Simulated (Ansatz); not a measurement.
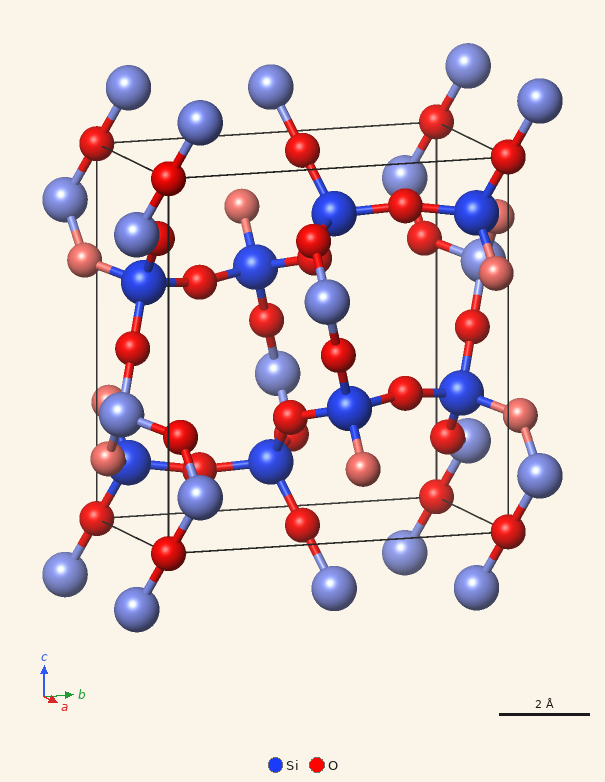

The input geometry (ball-and-stick view of the cell of the calculation, seen slightly off an axis; neighbours outside the cell are drawn fainter).

## Field-gradient calculation, with input and output: SiO₂ (part 1 of 2)

System: SiO₂ (Pccn, 24 atoms in the cell).
Method: DFT, PBE, plane-wave PAW, default files, scalar-relativistic, no spin polarisation (Ansatz 0.2.0).

The structure derives from a Materials Project entry. Figures and captions count atoms from 1; the log counts them from 0 in places.

Input:
```yaml
crystal:
  lattice:
    - [4.71155729, 0.0, 0.0]
    - [0.0, 8.09259956, 0.0]
    - [0.0, 0.0, 8.53061019]
  atoms:
    - { symbol: Si, position: [0.14397041, 0.06295585, 0.15908057] }
    - { symbol: Si, position: [0.14397041, 0.43704415, 0.65908057] }
    - { symbol: Si, position: [0.64397041, 0.56295585, 0.84091943] }
    - { symbol: Si, position: [0.35602959, 0.43704415, 0.15908057] }
    - { symbol: Si, position: [0.85602959, 0.56295585, 0.34091943] }
    - { symbol: Si, position: [0.85602959, 0.93704415, 0.84091943] }
    - { symbol: Si, position: [0.64397041, 0.93704415, 0.34091943] }
    - { symbol: Si, position: [0.35602959, 0.06295585, 0.65908057] }
    - { symbol: O, position: [0.58830851, 0.05423892, 0.79900856] }
    - { symbol: O, position: [0.58830851, 0.44576108, 0.29900856] }
    - { symbol: O, position: [0.41169149, 0.55423892, 0.70099144] }
    - { symbol: O, position: [0.25, 0.25, 0.6393333] }
    - { symbol: O, position: [0.08830851, 0.55423892, 0.20099144] }
    - { symbol: O, position: [0.41169149, 0.94576108, 0.20099144] }
    - { symbol: O, position: [0.91169149, 0.05423892, 0.29900856] }
    - { symbol: O, position: [0.0, 0.5, 0.5] }
    - { symbol: O, position: [0.75, 0.75, 0.3606667] }
    - { symbol: O, position: [0.75, 0.75, 0.8606667] }
    - { symbol: O, position: [0.91169149, 0.44576108, 0.79900856] }
    - { symbol: O, position: [0.5, 0.5, 0.0] }
    - { symbol: O, position: [0.25, 0.25, 0.1393333] }
    - { symbol: O, position: [0.08830851, 0.94576108, 0.70099144] }
    - { symbol: O, position: [0.0, 0.0, 0.0] }
    - { symbol: O, position: [0.5, 0.0, 0.5] }
kpoints:
  mp_grid: { grid: [5, 3, 3] }
scf:
  occupations: { method: fermi_dirac, width: 0.02 }
hamiltonian:
  xc: pbe
  pseudopotentials: { kind: paw }
output:
  forces: true
  stress: true
  populations: true
  efg: { quadrupole_moments_barn: { O: -0.02558 }, contact_densities: true }
  write_density: true
  write_potential: true
  elf: true
  volumetric_format: npy
```

Command:
```bash
ansatz run input.yaml --threads 1 --pin off --max-ram 2560MiB --backend cpu --events-out ev --progress --plain --runs-dir out
```

Output:
```
Engine: ansatz 0.2.0, x86_64-unknown-linux-gnu
Pseudopotentials: kind: paw
Pseudopotential: Si, paw, valence charge 4, recommended cutoff 420 eV (normal), Si.paw.azcp
Pseudopotential: O, paw, valence charge 6, recommended cutoff 420 eV (normal), O.paw.azcp
Functional definition: PBE
  parameter kappa = 0.804
  parameter beta = 0.06672455060314922
  exchange = pbe_x(kappa = kappa, mu = beta*pi^2/3)
  correlation = pbe_c(beta = beta)
Crystal: 24 atoms, lattice volume = 325.261 Å³
Basis set: ecut = 420 eV, 6377 PW (Γ), exchange–correlation on 64×120×120 points (8 copies of the dense FFT grid, shifted against one another)
Bands: 88, of which v1, the nominal top of the filled ones, is band 64 counted from 1 (63 counted from 0)
Symmetry: 8 space group operations
Space group: Pccn (ITA 56), of the structure as read, at distance tolerance 6.9e-5 Å
k-points: 12 of 45
Non-local potential: Si, projectors of the file, l = 0: 2, l = 1: 2, l = 2: 2
Non-local potential: O, projectors of the file, l = 0: 2, l = 1: 2, l = 2: 1
PAW form: soft (Blöchl's): semilocal exchange-correlation on the pseudo side does not see the compensation charge
PAW one-centre angular grid: Si, 110 points (default); XC on 64 Gauss nodes
PAW one-centre angular grid: O, 110 points (default); XC on 64 Gauss nodes
Initial density: superposition of atomic densities (neutral atoms: chi_scale 0, normalization atom), corrected by the library's trained network
Initial wavefunctions: pseudopotential atomic-orbital guess
Functional: x = pbe(κ = 0.804, μ = 0.2195149727645171), c = pbe(β = 0.06672455060314922)
SCF iter   1: F=—  HF=-14192.231187 eV  |F-HF|=—  |Δ(HF+E_count)|=         —  Δρ=1.29e-3  dr2=3.74e-3  ethr=1.77e-3  ⟨swp⟩=6.9  Hψ=5147  notcnv=0  defer=97
preconditioner: auto → Resta (q_TF=auto, 2.336 Å⁻¹)  ε∞=2.9  [insulator: Δε(μ)=5.710 eV  Ē_g=16.843 eV  σ=0.020 eV  W_gap=1.00  n_scr=70 (ndim 8)  ℏωp=23.3 eV  f_vac=0.180  D(μ)=0.00/eV (n_scr^D=0)  ε∞_Penn≈2.9]
SCF iter   2: F=—  HF=-14192.236498 eV  |F-HF|=—  |Δ(HF+E_count)|=   5.31e-3  Δρ=5.62e-4  dr2=4.64e-4  ethr=2.92e-6  ⟨swp⟩=2.3  Hψ=1972  notcnv=0  defer=230
SCF iter   3: F=—  HF=-14192.237880 eV  |F-HF|=—  |Δ(HF+E_count)|=   1.38e-3  Δρ=2.27e-4  dr2=1.26e-4  ethr=3.63e-7  ⟨swp⟩=2.5  Hψ=1527  notcnv=0  defer=230
SCF iter   4: F=—  HF=-14192.238158 eV  |F-HF|=—  |Δ(HF+E_count)|=   2.78e-4  Δρ=4.46e-5  dr2=6.66e-6  ethr=9.84e-8  ⟨swp⟩=2.0  Hψ=1434  notcnv=0  defer=230
SCF iter   5: F=—  HF=-14192.237956 eV  |F-HF|=—  |Δ(HF+E_count)|=   2.02e-4  Δρ=2.74e-5  dr2=1.96e-6  ethr=5.21e-9  ⟨swp⟩=2.1  Hψ=1579  notcnv=0  defer=230
SCF iter   6: F=—  HF=-14192.237957 eV  |F-HF|=—  |Δ(HF+E_count)|=   7.26e-7  Δρ=8.51e-6  dr2=1.57e-7  ethr=1.53e-9  ⟨swp⟩=2.0  Hψ=1562  notcnv=0  defer=230
SCF iter   7: F=-14192.237957 eV  HF=-14192.237957 eV  |F-HF|=2.06e-8  |Δ(HF+E_count)|=   3.72e-8  Δρ=2.20e-6  dr2=1.16e-8  ethr=7.81e-11  ⟨swp⟩=18.1  Hψ=8730  notcnv=0
SCF 1 converged in 7 iterations: F = -14192.237957 eV  dr2 = 1.16e-8
  greatest PAW one-centre occupation: 0.863 electrons in one spin orbital (limit 2), on the O atom at site 21 (counted from 0), in its partial waves of l = 0
SCF converged after 7 iterations
Free energy (F): -14192.237957 eV
Harris-Foulkes:  -14192.237957 eV  (|F-HF|=2.06e-8)
Internal energy: -14192.237957 eV  (E = F + TS)
E sigma→0 (E₀):  -14192.237957 eV
Fermi energy:    4.831574 eV
--- Per-component energies (eV) ---
  E_band       = -640.893424
  E_kinetic    = 3226.153142
  E_local      = -8521.518024  (includes V_loc(G=0)·N_el)
  E_nonlocal   = 962.853540
  E_hartree    = 3101.984102
  E_xc         = -1634.895655
  E_vxc        = -1897.758569  (∫ρ·V_xc dr)
  E_paw        = -6651.686277  (= ΣΔE_a)
  E_vpaw       = -614.633455  (= ΣTr[D̂ρ^β])
  E_aug_tail   = 0.041859  (compensation charges beyond the density's cutoff)
  E_ewald      = -4675.170645
  E_smearing   = -0.000000  (= −TS)
  E_closure    = -0.000000  (closes the sum)
  Σ components = -14192.237957   (vs F -14192.237957, Δ=0.00e0)
--- Forces (eV/Å), atoms counted from 1 ---
  atom   1  Si    -0.01632912    -0.01454824     0.06611653
  atom   2  Si    -0.01632912     0.01454824     0.06611653
  atom   3  Si    -0.01632912    -0.01454824    -0.06611653
  atom   4  Si     0.01632912     0.01454824     0.06611653
  atom   5  Si     0.01632912    -0.01454824    -0.06611653
  atom   6  Si     0.01632912     0.01454824    -0.06611653
  atom   7  Si    -0.01632912     0.01454824    -0.06611653
  atom   8  Si     0.01632912    -0.01454824     0.06611653
  atom   9  O     -0.03006120     0.26670593     0.23627874
  atom  10  O     -0.03006120    -0.26670593     0.23627874
  atom  11  O      0.03006120     0.26670593    -0.23627874
  atom  12  O      0.00000000    -0.00000000    -0.11237180
  atom  13  O     -0.03006120     0.26670593    -0.23627874
  atom  14  O      0.03006120    -0.26670593    -0.23627874
  atom  15  O      0.03006120     0.26670593     0.23627874
  atom  16  O      0.00000000     0.00000000     0.00000000
  atom  17  O      0.00000000     0.00000000     0.11237180
  atom  18  O      0.00000000     0.00000000     0.11237180
  atom  19  O      0.03006120    -0.26670593     0.23627874
  atom  20  O     -0.00000000     0.00000000     0.00000000
  atom  21  O     -0.00000000    -0.00000000    -0.11237180
  atom  22  O     -0.03006120    -0.26670593    -0.23627874
  atom  23  O      0.00000000    -0.00000000     0.00000000
  atom  24  O     -0.00000000     0.00000000     0.00000000
  max |Σ_I F_I| component: 2.78e-17 eV/Å
--- Stress (GPa, compression-positive) ---
        4.882542       0.000000       0.000000
        0.000000       4.980289       0.000000
        0.000000       0.000000       5.235581
  P = ⅓ Tr σ = 5.0328 GPa (50.328 kbar)
--- PAW observables at the nuclei: V_zz in 10²¹ V/m², potentials from the cell's mean, atoms counted from 1 ---
  atom   1  Si V_zz =    +0.770458   η = 0.8802   by run symmetry: allowed
            electrostatic potential = -1354.217772 V   contact ρ = 12800.997375 e/Å³
  atom   2  Si V_zz =    +0.770458   η = 0.8802   by run symmetry: allowed
            electrostatic potential = -1354.217772 V   contact ρ = 12800.997375 e/Å³
  atom   3  Si V_zz =    +0.770458   η = 0.8802   by run symmetry: allowed
            electrostatic potential = -1354.217772 V   contact ρ = 12800.997375 e/Å³
  atom   4  Si V_zz =    +0.770458   η = 0.8802   by run symmetry: allowed
            electrostatic potential = -1354.217772 V   contact ρ = 12800.997375 e/Å³
  atom   5  Si V_zz =    +0.770458   η = 0.8802   by run symmetry: allowed
            electrostatic potential = -1354.217772 V   contact ρ = 12800.997375 e/Å³
  atom   6  Si V_zz =    +0.770458   η = 0.8802   by run symmetry: allowed
            electrostatic potential = -1354.217772 V   contact ρ = 12800.997375 e/Å³
  atom   7  Si V_zz =    +0.770458   η = 0.8802   by run symmetry: allowed
            electrostatic potential = -1354.217772 V   contact ρ = 12800.997375 e/Å³
  atom   8  Si V_zz =    +0.770458   η = 0.8802   by run symmetry: allowed
            electrostatic potential = -1354.217772 V   contact ρ = 12800.997375 e/Å³
  atom   9  O  V_zz =    +8.825440   η = 0.3246   by run symmetry: allowed   C_q = -5.4587 MHz
            electrostatic potential = -618.645945 V   contact ρ = 2153.981227 e/Å³
  atom  10  O  V_zz =    +8.825440   η = 0.3246   by run symmetry: allowed   C_q = -5.4587 MHz
            electrostatic potential = -618.645945 V   contact ρ = 2153.981227 e/Å³
  atom  11  O  V_zz =    +8.825440   η = 0.3246   by run symmetry: allowed   C_q = -5.4587 MHz
            electrostatic potential = -618.645945 V   contact ρ = 2153.981227 e/Å³
  atom  12  O  V_zz =   +10.132296   η = 0.0674   by run symmetry: allowed   C_q = -6.2670 MHz
            electrostatic potential = -618.522661 V   contact ρ = 2152.733393 e/Å³
  atom  13  O  V_zz =    +8.825440   η = 0.3246   by run symmetry: allowed   C_q = -5.4587 MHz
            electrostatic potential = -618.645945 V   contact ρ = 2153.981227 e/Å³
  atom  14  O  V_zz =    +8.825440   η = 0.3246   by run symmetry: allowed   C_q = -5.4587 MHz
            electrostatic potential = -618.645945 V   contact ρ = 2153.981227 e/Å³
  atom  15  O  V_zz =    +8.825440   η = 0.3246   by run symmetry: allowed   C_q = -5.4587 MHz
            electrostatic potential = -618.645945 V   contact ρ = 2153.981227 e/Å³
  atom  16  O  V_zz =   +10.270593   η = 0.0356   by run symmetry: allowed   C_q = -6.3526 MHz
            electrostatic potential = -618.512516 V   contact ρ = 2152.580080 e/Å³
  atom  17  O  V_zz =   +10.132296   η = 0.0674   by run symmetry: allowed   C_q = -6.2670 MHz
            electrostatic potential = -618.522661 V   contact ρ = 2152.733393 e/Å³
  atom  18  O  V_zz =   +10.132296   η = 0.0674   by run symmetry: allowed   C_q = -6.2670 MHz
            electrostatic potential = -618.522661 V   contact ρ = 2152.733393 e/Å³
  atom  19  O  V_zz =    +8.825440   η = 0.3246   by run symmetry: allowed   C_q = -5.4587 MHz
            electrostatic potential = -618.645945 V   contact ρ = 2153.981227 e/Å³
  atom  20  O  V_zz =   +10.270593   η = 0.0356   by run symmetry: allowed   C_q = -6.3526 MHz
            electrostatic potential = -618.512516 V   contact ρ = 2152.580080 e/Å³
  atom  21  O  V_zz =   +10.132296   η = 0.0674   by run symmetry: allowed   C_q = -6.2670 MHz
            electrostatic potential = -618.522661 V   contact ρ = 2152.733393 e/Å³
  atom  22  O  V_zz =    +8.825440   η = 0.3246   by run symmetry: allowed   C_q = -5.4587 MHz
            electrostatic potential = -618.645945 V   contact ρ = 2153.981227 e/Å³
  atom  23  O  V_zz =   +10.270593   η = 0.0356   by run symmetry: allowed   C_q = -6.3526 MHz
            electrostatic potential = -618.512516 V   contact ρ = 2152.580080 e/Å³
  atom  24  O  V_zz =   +10.270593   η = 0.0356   by run symmetry: allowed   C_q = -6.3526 MHz
            electrostatic potential = -618.512516 V   contact ρ = 2152.580080 e/Å³
--- Band table (eV; the first three rows and the last of 12) ---
  k-point 0: bands = ["-17.5473", "-17.1093", "-17.0748", "-16.6169", "-16.5637", "-16.1332", "-16.1218", "-15.5306", "-15.4838", "-15.4439", "-15.4048", "-15.3868", "-15.3712", "-15.3662", "-15.3637", "-15.3546", "-7.6929", "-6.4316", "-6.3957", "-5.8967", "-5.0335", "-4.7840", "-4.6105", "-3.8682", "-3.7014", "-3.6751", "-3.3809", "-3.3512", "-3.3354", "-3.2827", "-3.2363", "-3.1108", "-1.1935", "-1.1754", "-1.0401", "-0.9679", "-0.8955", "-0.7936", "-0.6487", "-0.6163", "-0.5482", "-0.5152", "-0.3442", "-0.3028", "-0.2589", "0.0712", "0.0725", "0.1928", "0.2348", "0.3708", "0.3915", "0.4547", "0.5539", "0.7408", "0.7839", "0.8128", "1.0473", "1.0648", "1.2278", "1.4038", "1.6025", "1.7015", "1.9065", "1.9616", "7.6838", "10.0383", "10.0584", "10.3266", "10.6757", "10.8576", "10.9436", "11.0071", "11.2536", "11.2950", "11.3104", "11.6237", "11.8131", "11.8771", "12.2244", "12.6676", "12.7986", "13.3264", "13.4777", "13.5202", "13.6606", "13.7992", "14.0163", "14.1860"]
```
